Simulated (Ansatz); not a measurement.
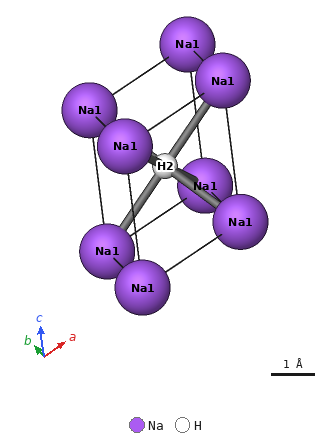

The structure (ball-and-stick view of the reduced cell, seen slightly off an axis; atoms are numbered from 1 in the order of the input). An atom can appear more than once, as a periodic image. Near neighbours in the periodic cell (some may lie outside the picture): Na has 6 H at 2.41 Å; H has 6 Na at 2.41 Å.

## Two runs on NaH

System: NaH (R-3m, 2 atoms in the cell).
Method of the first run: DFT, PBE, plane waves, PAW, no spin polarisation (Ansatz 0.2.0).

The structure was built on a prototype by a generator. The geometry comes from this level: r2SCAN (a point of a series of strains). Text and figures count atoms from 1; the logs count them from 0 in places.

## Input file, the first run
```yaml
crystal:
  lattice:
    - [0.0159834152, 2.4134957025, 2.4134957025]
    - [2.4134957025, 0.0159834152, 2.4134957025]
    - [2.4134957025, 2.4134957025, 0.0159834152]
  atoms:
    - { symbol: Na, position: [0.0, 0.0, 0.0] }
    - { symbol: H, position: [0.5, 0.5, 0.5] }
kpoints:
  mp_grid: { grid: [10, 10, 10] }
  band_path:
    path:
      - [0.0, 0.0, 0.0]
      - [0.5, 0.0, 0.5]
      - [0.625, 0.25, 0.625]
      - [0.375, 0.375, 0.75]
      - [0.5, 0.5, 0.5]
      - [0.5, 0.25, 0.75]
      - [0.244792, -0.5, -0.25]
    npoints: 1
hamiltonian:
  xc: pbe
scf:
  occupations: { method: fermi_dirac, width: 0.02 }
  n_extra_bands: 4
output:
  forces: true
  stress: true
  eigenvalues: true
```

Launched with:
```bash
ansatz run input.yaml --threads 4 --pin off --max-ram 4608MiB --backend cpu --events-out ev --progress --plain --runs-dir out
```

Hardware: 4 threads of Arm Neoverse V1, 24 GiB of memory available, shared host.

## Output, shortened to warnings, some set-up lines, iterations and results (the first run)
```
Basis set: ecut = 420 eV, 537 PW (Γ), exchange–correlation on 48×48×48 points (8 copies of the dense FFT grid, shifted against one another)
Symmetry: 12 space group operations
k-points: 116 of 1000
Initial density: superposition of atomic densities (neutral atoms: chi_scale 0, normalization atom), corrected by the library's trained network
[...]
SCF iter   1: F=—  HF=-1502.680095 eV  |F-HF|=—  |Δ(HF+E_count)|=         —  Δρ=5.22e-4  dr2=6.01e-5  ethr=1.77e-3  ⟨swp⟩=6.0  Hψ=7086  notcnv=0
SCF iter   2: F=—  HF=-1502.679933 eV  |F-HF|=—  |Δ(HF+E_count)|=   1.62e-4  Δρ=3.54e-4  dr2=2.92e-5  ethr=6.01e-7  ⟨swp⟩=2.4  Hψ=2802  notcnv=0
SCF iter   3: F=—  HF=-1502.679969 eV  |F-HF|=—  |Δ(HF+E_count)|=   3.61e-5  Δρ=3.11e-4  dr2=1.74e-5  ethr=2.92e-7  ⟨swp⟩=2.0  Hψ=1508  notcnv=0
SCF iter   4: F=—  HF=-1502.679961 eV  |F-HF|=—  |Δ(HF+E_count)|=   8.57e-6  Δρ=8.07e-5  dr2=1.20e-6  ethr=1.74e-7  ⟨swp⟩=2.3  Hψ=1621  notcnv=0
SCF iter   5: F=—  HF=-1502.679961 eV  |F-HF|=—  |Δ(HF+E_count)|=   3.75e-8  Δρ=4.17e-5  dr2=4.32e-7  ethr=1.20e-8  ⟨swp⟩=3.0  Hψ=1624  notcnv=0
SCF iter   6: F=-1502.679961 eV  HF=-1502.679961 eV  |F-HF|=2.66e-8  |Δ(HF+E_count)|=   1.01e-7  Δρ=1.47e-5  dr2=5.13e-8  ethr=1.00e-9  ⟨swp⟩=2.4  Hψ=3236  notcnv=0
SCF 1 converged in 6 iterations: F = -1502.679961 eV  dr2 = 5.13e-8
NSCF: frozen V_eff on 7 k-points
SCF converged after 6 iterations
Free energy (F): -1502.679961 eV
Harris-Foulkes:  -1502.679961 eV  (|F-HF|=2.66e-8)
Internal energy: -1502.679961 eV  (E = F + TS)
E sigma→0 (E₀):  -1502.679961 eV
Fermi energy:    2.774073 eV
--- Per-component energies (eV) ---
  E_band       = -226.424397
  E_kinetic    = 134.253493
  E_local      = -1324.498318  (includes V_loc(G=0)·N_el)
  E_nonlocal   = 116.564566
  E_hartree    = 474.776677
  E_xc         = -48.225650
  E_vxc        = -62.028811  (∫ρ·V_xc dr)
  E_paw        = -263.559609  (= ΣΔE_a)
  E_vpaw       = -40.268822  (= ΣTr[D̂ρ^β])
  E_aug_tail   = -0.000910  (compensation charges beyond the density's cutoff)
  E_ewald      = -591.990210
  E_smearing   = -0.000000  (= −TS)
  E_closure    = -0.000000  (closes the sum)
  Σ components = -1502.679961   (vs F -1502.679961, Δ=0.00e0)
--- Forces (eV/Å), atoms counted from 1 ---
  atom   1  Na     0.00000000    -0.00000000     0.00000000
  atom   2  H      0.00000000     0.00000000     0.00000000
  max |Σ_I F_I| component: 7.23e-31 eV/Å
--- Stress (GPa, compression-positive) ---
        0.310037      -0.153161      -0.153161
       -0.153161       0.310037      -0.153161
       -0.153161      -0.153161       0.310037
  P = ⅓ Tr σ = 0.3100 GPa (3.100 kbar)
```

The input of the second run differs as follows (lines with − go, lines with + come):
```diff
-  xc: pbe
+  xc: r2scan
-  occupations: { method: fermi_dirac, width: 0.02 }
+  occupations: { method: fixed }
```

What does this change do to the results?

The total energies belong to different methods, so their difference says nothing on which is more stable or more accurate. The gap on the mesh goes from 3.74 to 4.34 eV. The pressure goes from 0.31 to −0.24 GPa. The functional changes from PBE to r2SCAN. The number of SCF iterations is the same. The default cutoff goes from 420 to 500 eV with the change. The plane waves at Γ go from 537 to 725.

## Output, shortened to warnings, some set-up lines, iterations and results (the second run)
```
Basis set: ecut = 500 eV, 725 PW (Γ), exchange–correlation on 100×100×100 points (64 copies of the dense FFT grid, shifted against one another)
Symmetry: 12 space group operations
k-points: 116 of 1000
Initial density: superposition of atomic densities (neutral atoms: chi_scale 0, normalization atom), corrected by the library's trained network
[...]
SCF iter   1: F=—  HF=-1505.136275 eV  |F-HF|=—  |Δ(HF+E_count)|=         —  Δρ=7.76e-3  dr2=7.92e-3  dr2_τ=8.24e-4  ethr=1.77e-3  ⟨swp⟩=4.2  Hψ=5817  notcnv=0  defer=213
SCF iter   2: F=—  HF=-1505.135548 eV  |F-HF|=—  |Δ(HF+E_count)|=   7.28e-4  Δρ=1.73e-3  dr2=6.17e-4  dr2_τ=1.87e-4  ethr=7.92e-5  ⟨swp⟩=2.0  Hψ=2789  notcnv=0  defer=222
SCF iter   3: F=—  HF=-1505.135770 eV  |F-HF|=—  |Δ(HF+E_count)|=   2.22e-4  Δρ=4.38e-4  dr2=2.30e-5  dr2_τ=5.44e-6  ethr=6.17e-6  ⟨swp⟩=3.0  Hψ=1856  notcnv=0  defer=232
SCF iter   4: F=—  HF=-1505.135812 eV  |F-HF|=—  |Δ(HF+E_count)|=   4.30e-5  Δρ=1.32e-4  dr2=1.40e-6  dr2_τ=4.76e-7  ethr=2.30e-7  ⟨swp⟩=2.0  Hψ=1853  notcnv=0  defer=157
SCF iter   5: F=-1505.135816 eV  HF=-1505.135816 eV  |F-HF|=5.07e-9  |Δ(HF+E_count)|=   3.56e-6  Δρ=7.72e-6  dr2=9.01e-9  dr2_τ=4.60e-10  ethr=1.40e-8  ⟨swp⟩=2.0  Hψ=1624  …
SCF iter   6: F=-1505.135816 eV  HF=-1505.135816 eV  |F-HF|=8.66e-11  |Δ(HF+E_count)|=   2.74e-9  Δρ=6.21e-7  dr2=7.52e-11  dr2_τ=4.02e-12  ethr=9.01e-11  ⟨swp⟩=3.2  Hψ=5105  …
SCF 1 converged in 6 iterations: F = -1505.135816 eV  dr2 = 7.52e-11
NSCF: frozen V_eff on 7 k-points
SCF converged after 6 iterations
Free energy (F): -1505.135816 eV
Harris-Foulkes:  -1505.135816 eV  (|F-HF|=8.66e-11)
Internal energy: -1505.135816 eV  (E = F + TS)
E sigma→0 (E₀):  -1505.135816 eV
Fermi energy:    0.554090 eV
--- Per-component energies (eV) ---
  E_band       = -238.247720
  E_kinetic    = 134.394799
  E_local      = -1327.342848  (includes V_loc(G=0)·N_el)
  E_nonlocal   = 117.372489
  E_hartree    = 476.608747
  E_xc         = -45.983059
  E_vxc        = -67.812268  (∫ρ·V_xc dr)
  E_paw        = -268.169052  (= ΣΔE_a)
  E_vpaw       = -53.394556  (= ΣTr[D̂ρ^β])
  E_aug_tail   = -0.000415  (compensation charges beyond the density's cutoff)
  E_vtau       = 5.317466  (kinetic-family band-sum trace: ∫τ·v_τ [+ j·A + Jᵃ·Aᵃ] dr)
  E_ewald      = -591.990210
  E_core_change = -0.026267  (= ΣΔE_core)
  E_smearing   = -0.000000  (= −TS)
  E_closure    = -0.000000  (closes the sum)
  Σ components = -1505.135816   (vs F -1505.135816, Δ=0.00e0)
--- Forces (eV/Å), atoms counted from 1 ---
  atom   1  Na     0.00000000    -0.00000000     0.00000000
  atom   2  H      0.00000000     0.00000000     0.00000000
  max |Σ_I F_I| component: 5.92e-31 eV/Å
--- Stress (GPa, compression-positive) ---
       -0.240613      -0.160970      -0.160970
       -0.160970      -0.240613      -0.160970
       -0.160970      -0.160970      -0.240613
  P = ⅓ Tr σ = -0.2406 GPa (-2.406 kbar)
```

## The two runs side by side

```tsv
quantity	the first run	the second run
outcome	converged	converged
free energy per atom (eV)	−751.3400	−752.5679
gap on the mesh (eV)	3.74	4.34
pressure (GPa)	0.31	−0.24
largest force (eV/Å)	0.000	0.000
SCF iterations	6	6
irreducible k-points	116	116
plane waves at Γ	537	725
wall time (shared host)	0.75 s	1.8 s
```
